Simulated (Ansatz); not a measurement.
**Si16O31 (charge +1): field-gradient calculation (part 4 of 4)**

Continued. System: Si16O31 (defect cell, 47 atoms in the cell, total charge +1). Method: DFT, PBE, plane waves, PAW, spin-polarised (Ansatz 0.2.0); cutoff 420 eV, 2×2×2 k-mesh, cold smearing of 0.001 eV, collinear spins. The structure derives from an entry of the Crystallography Open Database.

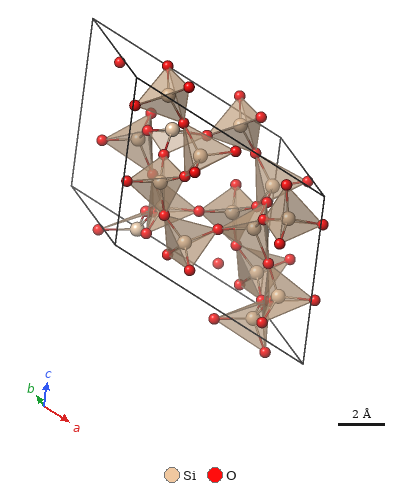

*The structure (polyhedral view of the reduced cell, seen slightly off an axis; polyhedra are completed across the faces of the cell).*

### Output, continued
```
  k-point 7 ↓: bands = ["-18.9882", "-18.8921", "-18.5189", "-18.4309", "-18.2377", "-18.1929", "-18.1445", "-18.0903", "-17.8238", "-17.7795", "-17.6877", "-17.5511", "-17.4489", "-17.2518", "-17.2237", "-17.1873", "-17.0010", "-16.9667", "-16.9300", "-16.7721", "-16.7326", "-16.6807", "-16.6354", "-16.5578", "-16.4960", "-16.4475", "-16.4023", "-16.3942", "-16.3026", "-16.2027", "-16.1573", "-8.9273", "-8.5767", "-7.8448", "-7.7537", "-7.5937", "-7.5346", "-7.5047", "-7.4833", "-6.5516",
      "-6.4095", "-6.3175", "-6.0785", "-6.0464", "-5.7566", "-5.3984", "-5.3737", "-5.3215", "-5.1694", "-5.1370", "-4.9227", "-4.7745", "-4.7701", "-4.6612", "-4.6372", "-4.6094", "-4.5654", "-4.5121", "-4.4609", "-4.4000", "-4.3235", "-4.2925", "-3.2621", "-2.9686", "-2.6710", "-2.5857", "-2.4516", "-2.4053", "-2.3448", "-2.2806", "-2.2413", "-2.1547", "-2.1390", "-2.0613", "-1.9312", "-1.8745", "-1.8340", "-1.8022", "-1.7744", "-1.7128",
      "-1.6986", "-1.6135", "-1.5726", "-1.5636", "-1.4915", "-1.4755", "-1.4291", "-1.3635", "-1.3456", "-1.2906", "-1.2535", "-1.2074", "-1.1885", "-1.1340", "-1.1203", "-1.0355", "-1.0193", "-0.9921", "-0.9454", "-0.9083", "-0.8105", "-0.7804", "-0.5732", "-0.4918", "-0.4566", "-0.4094", "-0.3138", "-0.2527", "-0.1855", "-0.1382", "-0.0779", "-0.0172", "-0.0005", "0.0646", "0.0990", "0.1645", "0.2186", "0.3612", "0.4128", "0.4938",
      "0.5853", "0.6243", "0.7414", "0.7623", "1.3781", "4.8239", "7.1122", "7.1743", "7.3693", "7.4187", "8.7910", "8.8183", "8.9350", "8.9901", "9.1249", "9.1779", "9.4887", "9.5917", "9.6300", "9.6711", "9.7501", "9.7929", "9.8442", "9.9311", "10.0421", "10.0562", "10.1428", "10.1983", "10.2930", "10.3815", "10.4010", "10.4672", "10.5285", "10.6180", "10.7517", "10.7867", "10.8589", "10.8993", "10.9723", "11.0502",
      "11.1198", "11.2246", "11.2395", "11.3059", "11.4483", "11.5055", "11.5480", "11.6217", "11.8107", "11.9508", "11.9769", "12.1175"]
--- Löwdin populations: 47 sites ---
  site symbol       q [e]    m [muB]
     0     Si      2.1606     0.0036
     1     Si      2.1667     0.0000
     2     Si      2.1672    -0.0000
     3     Si      2.4205     0.2786
     4     Si      2.1631    -0.0004
     5     Si      2.1659     0.0001
     6     Si      2.1592     0.0025
     7     Si      2.1675    -0.0000
     8     Si      2.1699     0.0011
     9     Si      2.1752    -0.0000
    10     Si      2.1749     0.0000
    11     Si      2.1658     0.0014
    12     Si      2.1747    -0.0000
    13     Si      2.1712     0.0041
    14     Si      2.4243     0.2605
    15     Si      2.1759    -0.0000
    16      O      6.7883     0.0145
    17      O      6.7993     0.0006
    18      O      6.7989     0.0001
    19      O      6.7483     0.0677
    20      O      6.7984     0.0006
    21      O      6.7966     0.0007
    22      O      6.7444     0.0552
    23      O      6.8004     0.0003
    24      O      6.7971     0.0009
    25      O      6.7846     0.0126
    26      O      6.7389     0.0601
    27      O      6.7952     0.0000
    28      O      6.7367     0.0561
    29      O      6.7965     0.0003
    30      O      6.7954     0.0005
    31      O      6.7939     0.0007
    32      O      6.7989     0.0003
    33      O      6.7927     0.0036
    34      O      6.7942     0.0034
    35      O      6.7963     0.0001
    36      O      6.7963     0.0011
    37      O      6.7976    -0.0000
    38      O      6.7989     0.0002
    39      O      6.8022     0.0009
    40      O      6.7849     0.0184
    41      O      6.7958     0.0007
    42      O      6.7948     0.0013
    43      O      6.7590     0.0518
    44      O      6.7996     0.0003
    45      O      6.7996     0.0004
    46      O      6.7622     0.0401
  spilling = 0.013702 (of n_electrons = 249.000000)
```

### File populations.tsv
```
# site	symbol	l	j	q_up	q_dn
# orbitals = lowdin
# n_electrons = 249.000000
# spilling = 0.013702
0	Si	0_3S	-	0.335106	0.334171
0	Si	1_3P	-	0.746996	0.744346
1	Si	0_3S	-	0.334929	0.334922
1	Si	1_3P	-	0.748406	0.748406
2	Si	0_3S	-	0.334880	0.334882
2	Si	1_3P	-	0.748720	0.748723
3	Si	0_3S	-	0.464729	0.356947
3	Si	1_3P	-	0.884823	0.714033
4	Si	0_3S	-	0.334679	0.334857
4	Si	1_3P	-	0.746667	0.746857
5	Si	0_3S	-	0.334754	0.334725
5	Si	1_3P	-	0.748219	0.748175
6	Si	0_3S	-	0.334557	0.333855
6	Si	1_3P	-	0.746300	0.744537
7	Si	0_3S	-	0.335003	0.335003
7	Si	1_3P	-	0.748755	0.748777
8	Si	0_3S	-	0.339479	0.339252
8	Si	1_3P	-	0.746000	0.745162
9	Si	0_3S	-	0.339887	0.339884
9	Si	1_3P	-	0.747695	0.747730
10	Si	0_3S	-	0.339737	0.339713
10	Si	1_3P	-	0.747750	0.747734
11	Si	0_3S	-	0.339924	0.339730
11	Si	1_3P	-	0.743666	0.742486
12	Si	0_3S	-	0.339948	0.339957
12	Si	1_3P	-	0.747396	0.747413
13	Si	0_3S	-	0.340434	0.339137
13	Si	1_3P	-	0.747232	0.744392
14	Si	0_3S	-	0.462445	0.362168
14	Si	1_3P	-	0.879986	0.719735
15	Si	0_3S	-	0.339942	0.339940
15	Si	1_3P	-	0.747990	0.747999
16	O	0_2S	-	0.797737	0.796915
16	O	1_2P	-	2.603664	2.589939
17	O	0_2S	-	0.797359	0.797342
17	O	1_2P	-	2.602556	2.602008
18	O	0_2S	-	0.797359	0.797359
18	O	1_2P	-	2.602149	2.602069
19	O	0_2S	-	0.802698	0.798361
19	O	1_2P	-	2.605319	2.541912
20	O	0_2S	-	0.797202	0.797242
20	O	1_2P	-	2.602339	2.601666
21	O	0_2S	-	0.797069	0.797096
21	O	1_2P	-	2.601537	2.600855
22	O	0_2S	-	0.802417	0.798757
22	O	1_2P	-	2.597431	2.545842
23	O	0_2S	-	0.797328	0.797324
23	O	1_2P	-	2.603003	2.602715
24	O	0_2S	-	0.796614	0.796556
24	O	1_2P	-	2.602388	2.601533
25	O	0_2S	-	0.797089	0.796501
25	O	1_2P	-	2.601541	2.589483
26	O	0_2S	-	0.803202	0.801212
26	O	1_2P	-	2.596270	2.538197
27	O	0_2S	-	0.796600	0.796600
27	O	1_2P	-	2.601022	2.600991
28	O	0_2S	-	0.802990	0.800418
28	O	1_2P	-	2.593379	2.539871
29	O	0_2S	-	0.796588	0.796582
29	O	1_2P	-	2.601815	2.601489
30	O	0_2S	-	0.796043	0.796100
30	O	1_2P	-	2.601882	2.601337
31	O	0_2S	-	0.796282	0.796329
31	O	1_2P	-	2.601008	2.600266
32	O	0_2S	-	0.792989	0.792980
32	O	1_2P	-	2.606594	2.606322
33	O	0_2S	-	0.793196	0.793170
33	O	1_2P	-	2.604973	2.601354
34	O	0_2S	-	0.793235	0.793207
34	O	1_2P	-	2.605545	2.602210
35	O	0_2S	-	0.792970	0.793004
35	O	1_2P	-	2.605222	2.605066
36	O	0_2S	-	0.792719	0.792753
36	O	1_2P	-	2.605976	2.604859
37	O	0_2S	-	0.792823	0.792871
37	O	1_2P	-	2.605971	2.605958
38	O	0_2S	-	0.792589	0.792648
38	O	1_2P	-	2.606949	2.606735
39	O	0_2S	-	0.793246	0.793188
39	O	1_2P	-	2.608290	2.607437
40	O	0_2S	-	0.793943	0.793107
40	O	1_2P	-	2.607693	2.590128
41	O	0_2S	-	0.793546	0.793563
41	O	1_2P	-	2.604678	2.603975
42	O	0_2S	-	0.793484	0.793488
42	O	1_2P	-	2.604603	2.603274
43	O	0_2S	-	0.796753	0.790243
43	O	1_2P	-	2.608663	2.563323
44	O	0_2S	-	0.793264	0.793264
44	O	1_2P	-	2.606692	2.606396
45	O	0_2S	-	0.793264	0.793262
45	O	1_2P	-	2.606727	2.606303
46	O	0_2S	-	0.795280	0.789689
46	O	1_2P	-	2.605836	2.571375
```

### File rho_z.tsv
```
# z_ang	rho[e/angstrom^3]	rho_spin[e/angstrom^3]
# format = ansatz-planar-average/11
# lattice	0.000000000	7.220000000	7.300000000
# lattice	7.090000000	0.000000000	7.300000000
# lattice	7.090000000	7.220000000	0.000000000
# sites	47
# site	14	3.367750000	3.415060000	3.416400000
# site	14	10.457750000	10.635060000	10.716400000
# site	14	7.267250000	11.024940000	7.066400000
# site	14	7.267250000	3.804940000	7.066400000
# site	14	10.812250000	7.025060000	7.533600000
# site	14	3.722250000	7.025060000	7.533600000
# site	14	6.912750000	7.414940000	11.183600000
# site	14	6.912750000	7.414940000	3.883600000
# site	14	5.161520000	5.350020000	5.358200000
# site	14	12.251520000	12.570020000	12.658200000
# site	14	5.473480000	9.089980000	9.008200000
# site	14	12.563480000	9.089980000	9.008200000
# site	14	9.018480000	8.960020000	5.591800000
# site	14	9.018480000	8.960020000	12.891800000
# site	14	8.706520000	5.479980000	9.241800000
# site	14	8.706520000	12.699980000	9.241800000
# site	8	4.261090000	4.512500000	4.365400000
# site	8	11.351090000	11.732500000	11.665400000
# site	8	6.373910000	9.927500000	8.015400000
# site	8	6.373910000	2.707500000	8.015400000
# site	8	9.918910000	8.122500000	6.584600000
# site	8	2.828910000	8.122500000	6.584600000
# site	8	7.806090000	6.317500000	10.234600000
# site	8	7.806090000	6.317500000	2.934600000
# site	8	7.749370000	8.050300000	5.029700000
# site	8	7.749370000	8.050300000	12.329700000
# site	8	9.975630000	6.389700000	8.679700000
# site	8	2.885630000	6.389700000	8.679700000
# site	8	6.430630000	4.440300000	5.920300000
# site	8	6.430630000	11.660300000	5.920300000
# site	8	4.204370000	2.779700000	2.270300000
# site	8	11.294370000	9.999700000	9.570300000
# site	8	7.827360000	12.165700000	8.000800000
# site	8	2.807640000	2.274300000	4.350800000
# site	8	9.897640000	9.494300000	11.650800000
# site	8	6.352640000	8.555700000	10.249200000
# site	8	6.352640000	8.555700000	2.949200000
# site	8	4.282360000	5.884300000	6.599200000
# site	8	11.372360000	5.884300000	6.599200000
# site	8	4.892100000	7.797600000	8.241700000
# site	8	11.982100000	7.797600000	8.241700000
# site	8	5.742900000	6.642400000	4.591700000
# site	8	5.742900000	6.642400000	11.891700000
# site	8	2.197900000	4.187600000	2.708300000
# site	8	9.287900000	11.407600000	10.008300000
# site	8	8.437100000	10.252400000	6.358300000
# site	8	8.437100000	3.032400000	6.358300000
0.000000	1.647093e-1	1.538892e-4
0.140543	2.040985e-1	2.157227e-4
0.281087	2.467938e-1	3.128686e-4
0.421630	2.828600e-1	4.517924e-4
0.562173	3.023906e-1	6.206252e-4
0.702716	2.997352e-1	7.986368e-4
0.843260	2.761573e-1	9.434438e-4
0.983803	2.386391e-1	9.836597e-4
1.124346	1.973652e-1	8.750551e-4
1.264889	1.616127e-1	6.535695e-4
1.405433	1.361922e-1	4.115510e-4
1.545976	1.228485e-1	2.398738e-4
1.686519	1.230012e-1	1.896426e-4
1.827063	1.387548e-1	2.789257e-4
1.967606	1.737938e-1	5.270572e-4
2.108149	2.309996e-1	9.658330e-4
2.248692	3.072321e-1	1.636638e-3
2.389236	3.937781e-1	2.558773e-3
2.529779	4.823875e-1	3.644127e-3
2.670322	5.674061e-1	4.687233e-3
2.810865	6.422022e-1	5.495117e-3
2.951409	6.978799e-1	6.001100e-3
3.091952	7.274845e-1	6.271738e-3
3.232495	7.283878e-1	6.451170e-3
3.373039	6.992856e-1	6.642430e-3
3.513582	6.396130e-1	6.753576e-3
3.654125	5.543922e-1	6.517494e-3
3.794668	4.557576e-1	5.783884e-3
3.935212	3.577188e-1	4.721757e-3
4.075755	2.712535e-1	3.632338e-3
4.216298	2.031588e-1	2.686999e-3
4.356841	1.559896e-1	1.920399e-3
4.497385	1.284563e-1	1.329371e-3
4.637928	1.171898e-1	9.037555e-4
4.778471	1.194988e-1	6.315700e-4
4.919015	1.351573e-1	5.077704e-4
5.059558	1.643971e-1	5.237087e-4
5.200101	2.040369e-1	6.515309e-4
5.340644	2.467328e-1	8.359066e-4
5.481188	2.826987e-1	9.804608e-4
5.621731	3.021894e-1	9.804956e-4
5.762274	2.996014e-1	8.216479e-4
5.902817	2.760897e-1	5.966575e-4
6.043361	2.385631e-1	3.965209e-4
6.183904	1.972263e-1	2.493913e-4
6.324447	1.614151e-1	1.521544e-4
6.464991	1.360041e-1	9.312570e-5
6.605534	1.227837e-1	5.705582e-5
6.746077	1.232087e-1	3.515689e-5
6.886620	1.393810e-1	2.432834e-5
7.027164	1.749792e-1	2.282587e-5
7.167707	2.329690e-1	3.098820e-5
7.308250	3.104487e-1	4.953899e-5
7.448793	3.991834e-1	7.787328e-5
7.589337	4.914647e-1	1.172294e-4
7.729880	5.821142e-1	1.696825e-4
7.870423	6.653427e-1	2.164179e-4
8.010966	7.330762e-1	2.109768e-4
8.151510	7.773276e-1	1.473520e-4
8.292053	7.920624e-1	1.074842e-4
8.432596	7.723537e-1	1.544341e-4
8.573140	7.156962e-1	2.285079e-4
8.713683	6.265825e-1	2.398318e-4
8.854226	5.176515e-1	1.881234e-4
8.994769	4.052143e-1	1.249666e-4
9.135313	3.041129e-1	7.800840e-5
9.275856	2.243019e-1	4.954909e-5
9.416399	1.690642e-1	3.791603e-5
9.556942	1.362294e-1	4.136318e-5
9.697486	1.215366e-1	5.625481e-5
9.838029	1.217288e-1	7.951701e-5
9.978572	1.361341e-1	1.113156e-4
```

### Summary

| quantity | value |
| --- | --- |
| outcome | converged |
| electrons treated | 249 |
| free energy | −27813.5479 eV |
| Fermi energy | 0.998 eV |
| gap on the k-point mesh | 0.22 eV |
| net moment of the cell | 1.00 μB |
| integrated absolute moment | 1.04 μB |
| pressure | 4.78 GPa |
| field gradient V_zz (10²¹ V/m²) | Si 3.09, Si 3.20, Si 3.26, Si 5.04, Si 2.95, Si 3.32, Si 3.95, Si 3.13 (the first 8 of 47 sites) |
| largest force (length of the vector) | 4.593 eV/Å |
| hardware | 4 threads of an x86-64 CPU, shared host |
| wall time | 71 s (CPU time 4.5 min) |
| peak memory | 3.6 GiB |

### Notes

Settings chosen away from the usual ones: scf.occupations.method = "cold", scf.occupations.width = 0.001, accuracy = "medium", scf.mixing.algorithm = "anderson", scf.mixing.beta = 0.2, scf.mixing.ndim = 2. Warnings of the run: the state was not tested for a lower one.
